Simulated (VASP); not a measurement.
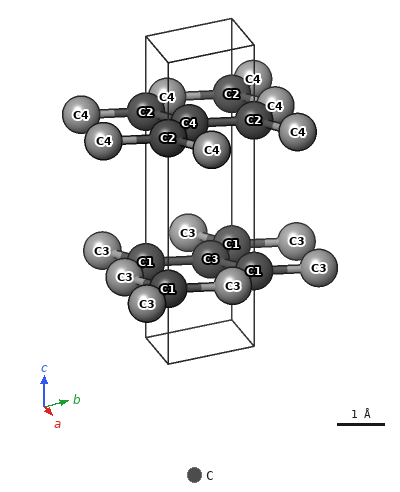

The starting structure (ball-and-stick view of the cell of the calculation, seen slightly off an axis; neighbours outside the cell are drawn fainter; atoms are numbered from 1 in the order of the input). Near neighbours in the crystal (not all of them lie inside the picture): C has 3 C at 1.42 Å.

## Run report: C, geometry relaxation (part 1 of 2)

System: C (P6₃/mmc, 4 atoms in the cell).
Method: Kohn-Sham DFT of a periodic cell, PBE with D3(BJ), VASP PAW PBE potentials, recommended, no spin polarisation (VASP 6.6.1).

The structure derives from a Materials Project entry.

### OSZICAR
```
N       E                     dE             d eps       ncg     rms          rms(c)
DAV:   1     0.570064072999E+02    0.57006E+02   -0.90613E+03  1368   0.138E+03
DAV:   2    -0.350712037844E+02   -0.92078E+02   -0.84353E+02  1960   0.247E+02
DAV:   3    -0.391483729305E+02   -0.40772E+01   -0.40400E+01  1748   0.524E+01
DAV:   4    -0.392023822973E+02   -0.54009E-01   -0.53932E-01  1728   0.686E+00
DAV:   5    -0.392035665312E+02   -0.11842E-02   -0.11840E-02  1712   0.971E-01    0.890E+00
DAV:   6    -0.374073080084E+02    0.17963E+01   -0.17724E+00  1572   0.928E+00    0.520E+00
DAV:   7    -0.368371938222E+02    0.57011E+00   -0.19596E+00  1628   0.987E+00    0.139E+00
DAV:   8    -0.368444149858E+02   -0.72212E-02   -0.60409E-02  1572   0.169E+00    0.100E-01
DAV:   9    -0.368443382946E+02    0.76691E-04   -0.12232E-03  1748   0.291E-01    0.559E-02
DAV:  10    -0.368445303831E+02   -0.19209E-03   -0.26491E-04  1644   0.143E-01    0.306E-02
DAV:  11    -0.368445282871E+02    0.20960E-05   -0.31766E-06  1744   0.156E-02    0.218E-03
DAV:  12    -0.368445286753E+02   -0.38815E-06   -0.37112E-07  1712   0.551E-03    0.142E-03
DAV:  13    -0.368445286156E+02    0.59683E-07   -0.20798E-07  1636   0.380E-03
   1 F= -.37472059E+02 E0= -.37471798E+02  d E =-.374721E+02
       N       E                     dE             d eps       ncg     rms          rms(c)
DAV:   1    -0.368444062556E+02    0.12242E-03   -0.41760E-03  1488   0.622E-01    0.396E-02
DAV:   2    -0.368443674052E+02    0.38850E-04   -0.73289E-05  1748   0.701E-02    0.265E-02
DAV:   3    -0.368443436632E+02    0.23742E-04   -0.48290E-05  1672   0.503E-02    0.316E-03
DAV:   4    -0.368443437198E+02   -0.56507E-07   -0.16370E-06  1624   0.956E-03    0.169E-03
DAV:   5    -0.368443436136E+02    0.10617E-06   -0.18656E-07  1536   0.368E-03    0.591E-04
DAV:   6    -0.368443436154E+02   -0.17985E-08   -0.94224E-09   944   0.787E-04
   2 F= -.37472000E+02 E0= -.37471740E+02  d E =0.583256E-04
       N       E                     dE             d eps       ncg     rms          rms(c)
DAV:   1    -0.368445253528E+02   -0.18174E-03   -0.18536E-03  1460   0.415E-01    0.263E-02
DAV:   2    -0.368445092406E+02    0.16112E-04   -0.32547E-05  1736   0.467E-02    0.176E-02
DAV:   3    -0.368445009131E+02    0.83275E-05   -0.21472E-05  1656   0.335E-02    0.211E-03
DAV:   4    -0.368445007965E+02    0.11656E-06   -0.72787E-07  1624   0.637E-03    0.113E-03
DAV:   5    -0.368445008732E+02   -0.76695E-07   -0.76494E-08  1100   0.246E-03
   3 F= -.37472075E+02 E0= -.37471814E+02  d E =-.160867E-04
       N       E                     dE             d eps       ncg     rms          rms(c)
DAV:   1    -0.368445032363E+02   -0.24398E-05   -0.13244E-06  1508   0.110E-02    0.601E-04
DAV:   2    -0.368445032435E+02   -0.71532E-08   -0.21294E-08   908   0.126E-03
   4 F= -.37472075E+02 E0= -.37471814E+02  d E =-.161647E-04
       N       E                     dE             d eps       ncg     rms          rms(c)
DAV:   1    -0.368442931480E+02    0.21009E-03   -0.50405E-04  1444   0.184E-01    0.150E-02
DAV:   2    -0.368442833352E+02    0.98127E-05   -0.12700E-05  1460   0.276E-02    0.802E-03
DAV:   3    -0.368442794211E+02    0.39142E-05   -0.12745E-05  1588   0.245E-02    0.203E-03
DAV:   4    -0.368442794392E+02   -0.18154E-07   -0.22483E-07  1400   0.383E-03
   5 F= -.37472083E+02 E0= -.37471823E+02  d E =-.854403E-05
       N       E                     dE             d eps       ncg     rms          rms(c)
DAV:   1    -0.368437311731E+02    0.54825E-03   -0.45021E-03  1416   0.551E-01    0.447E-02
DAV:   2    -0.368436437349E+02    0.87438E-04   -0.11364E-04  1448   0.826E-02    0.240E-02
DAV:   3    -0.368436083718E+02    0.35363E-04   -0.11391E-04  1592   0.732E-02    0.605E-03
DAV:   4    -0.368436084699E+02   -0.98146E-07   -0.20367E-06  1588   0.114E-02    0.498E-03
DAV:   5    -0.368436083384E+02    0.13155E-06   -0.45060E-07  1596   0.622E-03    0.542E-04
DAV:   6    -0.368436084017E+02   -0.63287E-07   -0.21875E-08   904   0.139E-03
   6 F= -.37472107E+02 E0= -.37471847E+02  d E =-.319122E-04
```

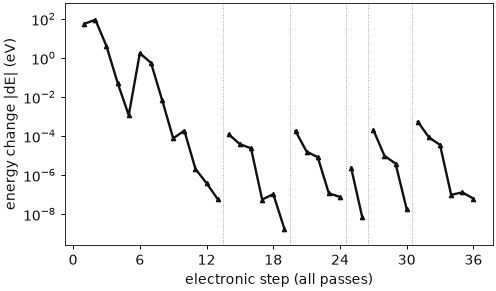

Convergence of the self-consistent field: energy change |dE| against the electronic step. Each stretch between dotted lines is the SCF of one geometry step of a relaxation. The 6 ionic steps take 2 to 13 electronic steps each. The density is held fixed in the first few steps, and dE rises again when its update begins.

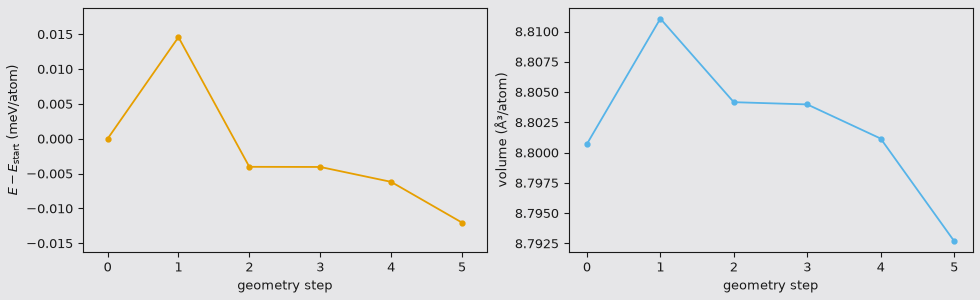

Progress of the relaxation, step by step (steps are counted from 0). The atoms keep their places relative to the cell (all moves are under 0.005 Å). The volume changes by −0.1 %, with a = b stay at 2.465 Å, c 6.691 → 6.682 Å (−0.1 %). The space group stays P6_3/mmc (No. 194). After 5 geometry steps the energy has fallen by next to nothing (0.0 meV per atom). All forces vanish by symmetry, so only the cell relaxes. (Atoms are counted from 1 in the order of the input.)

### Parts of OUTCAR
```
SYSTEM = C
   PREC = Accurate
   ENCUT = 600
   EDIFF = 1E-7
   ISMEAR = 0
   LREAL = .False.
   LASPH = .True.
   NELM = 80
   ISIF = 3
   GGA = PE
   IVDW = 12
   IBRION = 2
   NSW = 90
   EDIFFG = -0.005
 IVDW          = 12
 VDW_S6        =  1.00000000  s6, scaling of the dipole-dipole dispersion
 VDW_S8        =  0.78750002  s8, scaling of the dipole-quadrupole dispersion
 VDW_A1        =  0.42890000  a1, scaling of the critical radii
 VDW_A2        =  4.44070005  a2, offset of the critical radii
 VDW_RADIUS    = 50.20216178  two-body interaction cutoff (in Angstroms)
 VDW_CNRADIUS  = 21.16708996  CN, coordination number cutoff (in Angstroms)

 ion  position               nearest neighbor table
   1  0.000  0.000  0.250-   3 1.42   3 1.42   3 1.42
   2  0.000  0.000  0.750-   4 1.42   4 1.42   4 1.42
   3  0.333  0.667  0.250-   1 1.42   1 1.42   1 1.42
   4  0.667  0.333  0.750-   2 1.42   2 1.42   2 1.42

  LATTYP: Found a hexagonal cell.
 ALAT       =     2.4648513798
 C/A-ratio  =     2.7144055600

  Lattice vectors:

 A1 = (   2.4648513798,   0.0000000000,   0.0000000000)
 A2 = (  -1.2324256899,   2.1346239114,   0.0000000000)
 A3 = (   0.0000000000,   0.0000000000,   6.6906062900)

Analysis of symmetry for initial positions (statically):
=====================================================================
 Subroutine PRICEL returns:
 Original cell was already a primitive cell.

 Routine SETGRP: Setting up the symmetry group for a
 hexagonal supercell.

 Subroutine GETGRP returns: Found 24 space group operations
 (whereof 12 operations were pure point group operations)
 out of a pool of 24 trial point group operations.

The static configuration has the point symmetry D_3d.
 The point group associated with its full space group is D_6h.

Analysis of symmetry for dynamics (positions and initial velocities):
=====================================================================
 Subroutine PRICEL returns:
 Original cell was already a primitive cell.

 Routine SETGRP: Setting up the symmetry group for a
 hexagonal supercell.

 Subroutine GETGRP returns: Found 24 space group operations
 (whereof 12 operations were pure point group operations)
 out of a pool of 24 trial point group operations.

The dynamic configuration has the point symmetry D_3d.
 The point group associated with its full space group is D_6h.

 Subroutine INISYM returns: Found 24 space group operations
 (whereof 12 operations are pure point group operations),
 and found     1 'primitive' translations

----------------------------------------------------------------------------------------

                                     Primitive cell

  volume of cell :      35.2028

  direct lattice vectors                    reciprocal lattice vectors
     2.464851380  0.000000000  0.000000000     0.405703974  0.234233299  0.000000000
    -1.232425690  2.134623911  0.000000000     0.000000000  0.468466597  0.000000000
     0.000000000  0.000000000  6.690606290     0.000000000  0.000000000  0.149463286

  length of vectors
     2.464851380  2.464851380  6.690606290     0.468466597  0.468466597  0.149463286

  position of ions in fractional coordinates (direct lattice)
     0.000000000  0.000000000  0.250000000
     0.000000000  0.000000000  0.750000000
     0.333333330  0.666666670  0.250000000
     0.666666670  0.333333330  0.750000000

  ion indices of the primitive-cell ions
   primitive index   ion index
                 1           1
                 2           2
                 3           3
                 4           4

----------------------------------------------------------------------------------------

 KPOINTS: regular mesh

Automatic generation of k-mesh.
 Grid dimensions read from file:
 generate k-points for:   12   12    4

 Generating k-lattice:

  Cartesian coordinates                     Fractional coordinates (reciprocal lattice)
     0.033808664  0.019519442  0.000000000     0.083333333  0.000000000  0.000000000
     0.000000000  0.039038883  0.000000000     0.000000000  0.083333333  0.000000000
     0.000000000  0.000000000  0.037365821     0.000000000  0.000000000  0.250000000

  Length of vectors
     0.039038883  0.039038883  0.037365821

  Shift w.r.t. Gamma in fractional coordinates (k-lattice)
     0.000000000  0.000000000  0.000000000

 Subroutine IBZKPT returns following result:
 ===========================================

 Found     57 irreducible k-points:

 Following reciprocal coordinates:
            Coordinates               Weight
  0.000000  0.000000  0.000000      1.000000
  0.083333 -0.000000  0.000000      6.000000
  0.166667 -0.000000  0.000000      6.000000
  0.250000 -0.000000  0.000000      6.000000
  0.333333 -0.000000  0.000000      6.000000
  0.416667  0.000000  0.000000      6.000000
  0.500000 -0.000000  0.000000      3.000000
  0.083333  0.083333  0.000000      6.000000
  0.166667  0.083333  0.000000     12.000000
  0.250000  0.083333  0.000000     12.000000
  0.333333  0.083333  0.000000     12.000000
  0.416667  0.083333  0.000000     12.000000
  0.166667  0.166667  0.000000      6.000000
  0.250000  0.166667  0.000000     12.000000
  0.333333  0.166667  0.000000     12.000000
  0.416667  0.166667  0.000000      6.000000
  0.250000  0.250000  0.000000      6.000000
  0.333333  0.250000  0.000000     12.000000
  0.333333  0.333333  0.000000      2.000000
  0.000000  0.000000  0.250000      2.000000
  0.083333 -0.000000  0.250000     12.000000
  0.166667 -0.000000  0.250000     12.000000
  0.250000 -0.000000  0.250000     12.000000
  0.333333 -0.000000  0.250000     12.000000
 [... further k-points ...]
   k-points           NKPTS =     57   k-points in BZ     NKDIM =     57   number of bands    NBANDS=     12
   number of dos      NEDOS =    301   number of ions     NIONS =      4
   total plane-waves  NPLWV =  21600
   dimension x,y,z NGX =    20 NGY =   20 NGZ =   54
   dimension x,y,z NGXF=    40 NGYF=   40 NGZF=  108
   ions per type =               4
   NGX,Y,Z   is equivalent  to a cutoff of  13.49, 13.49, 13.42 a.u.
   NGXF,Y,Z  is equivalent  to a cutoff of  26.98, 26.98, 26.84 a.u.
 SYSTEM =  C
   PREC   = accura    normal or accurate (medium, high low for compatibility)
   ISTART =      0    job   : 0-new  1-cont  2-samecut
   ICHARG =      2    charge: 1-file 2-atom 10-const
   ISPIN  =      1    spin polarized calculation?
   LNONCOLLINEAR =      F non collinear calculations
   LSORBIT =      F    spin-orbit coupling
   LASPH  =      T    aspherical Exc in radial PAW
   ENCUT  =  600.0 eV  44.10 Ry    6.64 a.u.   4.92  4.92 13.36*2*pi/ulx,y,z
   NELM   =     80;   NELMIN=  2; NELMDL= -5     # of ELM steps
   EDIFF  = 0.1E-06   stopping-criterion for ELM
   LREAL  =      F    real-space projection
   EDIFFG = -.5E-02   stopping-criterion for IOM
   NSW    =     90    number of steps for IOM
   IBRION =      2    ionic relax: 0-MD 1-quasi-New 2-CG
   NFREE  =      1    steps in history (QN), initial steepest desc. (CG)
   ISIF   =      3    stress and relaxation
   ISYM   =      2    0-nonsym 1-usesym 2-fastsym
   POTIM  = 0.5000    time-step for ionic-motion
   TEBEG  =    0.0;   TEEND  =   0.0 temperature during run
   PSTRESS=    0.0 pullay stress
   NELECT =      16.0000    total number of electrons
   NUPDOWN=      -1.0000    fix difference up-down
   EMIN   =  10.00;   EMAX   =-10.00  energy-range for DOS
   EFERMI =   0.00;   METHOD = LEGACY
   ISMEAR =     0;   SIGMA  =   0.03  broadening in eV -4-tet -1-fermi 0-gaus
   EFERMI_NEDOS =   21; number of points for ismear=-14 and -15
   IALGO  =     38    algorithm
   IMIX   =      4    mixing-type and parameters
     AMIX     =   0.40;   BMIX     =  1.00
     AMIX_MAG =   1.60;   BMIX_MAG =  1.00
  volume/ion in A,a.u.               =       8.80        59.39
  Fermi-wavevector in a.u.,A,eV,Ry     =   1.258700  2.378598 21.556066  1.584326
  Thomas-Fermi vector in A             =   2.392297
   LORBIT       =      0    0 simple, 1 ext, 2 COOP (PROOUT), +10 PAW based schemes
   GGA     = PE    functional components
   LHFCALC =     F    Hartree Fock is set to
   AEXX    =    0.0000 exact exchange contribution
   IVDW    =    12    specifies the selected vdW correction
   LEPSILON=     F    determine dielectric tensor
   LRPA    =     F    only Hartree local field effects (RPA)
 conjugate gradient relaxation of ions
 non-spin polarized calculation
 Gauss-broadening in eV      SIGMA  =   0.03
  energy-cutoff  :      600.00
  volume of cell :       35.20
 maximum number of plane-waves:      1203
 NGX is ok and might be reduce to    20
   NGX =  9   NGY =  9   NGZ = 27

--------------------------------------- Ionic step        1  -------------------------------------------

 number of electron      16.0000001 magnetization

 Free energy of the ion-electron system (eV)
  ---------------------------------------------------
  ext. energy  EPLUGINS =         0.00000000
  ---------------------------------------------------
  free energy    TOTEN  =       -36.84452862 eV

  energy without entropy =      -36.84400759  energy(sigma->0) =      -36.84426810

------------------------ aborting loop because EDIFF is reached ----------------------------------------

 Edisp (eV)   -0.62753

 E8    (eV) :    -0.1779

  FORCE on cell =-STRESS in cart. coord.  units (eV):
  Direction    XX          YY          ZZ          XY          YZ          ZX
  --------------------------------------------------------------------------------------
  -------------------------------------------------------------------------------------
  Total       0.06362     0.06362    -0.02968     0.00000    -0.00000     0.00000
  in kB       2.89564     2.89564    -1.35076     0.00000    -0.00000     0.00000
  external pressure =        1.48 kB  Pullay stress =        0.00 kB

 VOLUME and BASIS-vectors are now :
 -----------------------------------------------------------------------------
  energy-cutoff  :      600.00
  volume of cell :       35.20
      direct lattice vectors                 reciprocal lattice vectors
     2.464851380  0.000000000  0.000000000     0.405703974  0.234233299  0.000000000
    -1.232425690  2.134623911  0.000000000     0.000000000  0.468466597  0.000000000
     0.000000000  0.000000000  6.690606290     0.000000000  0.000000000  0.149463286

 POSITION                                       TOTAL-FORCE (eV/Angst)
 -----------------------------------------------------------------------------------
      0.00000      0.00000      1.67265         0.000000      0.000000      0.000000
      0.00000      0.00000      5.01795        -0.000000      0.000000      0.000000
     -0.00000      1.42308      1.67265        -0.000000     -0.000000     -0.000000
      1.23243      0.71154      5.01795         0.000000      0.000000     -0.000000
 -----------------------------------------------------------------------------------
    total drift:                               -0.000000      0.000000      0.000000

  FREE ENERGIE OF THE ION-ELECTRON SYSTEM (eV)
  ---------------------------------------------------
  free  energy   TOTEN  =       -37.4720586505 eV

  energy  without entropy=      -37.4715376202  energy(sigma->0) =      -37.47179814

--------------------------------------- Ionic step        2  -------------------------------------------

 number of electron      16.0000001 magnetization

------------------------ aborting loop because EDIFF is reached ----------------------------------------

 Edisp (eV)   -0.62766

 E8    (eV) :    -0.1779
```
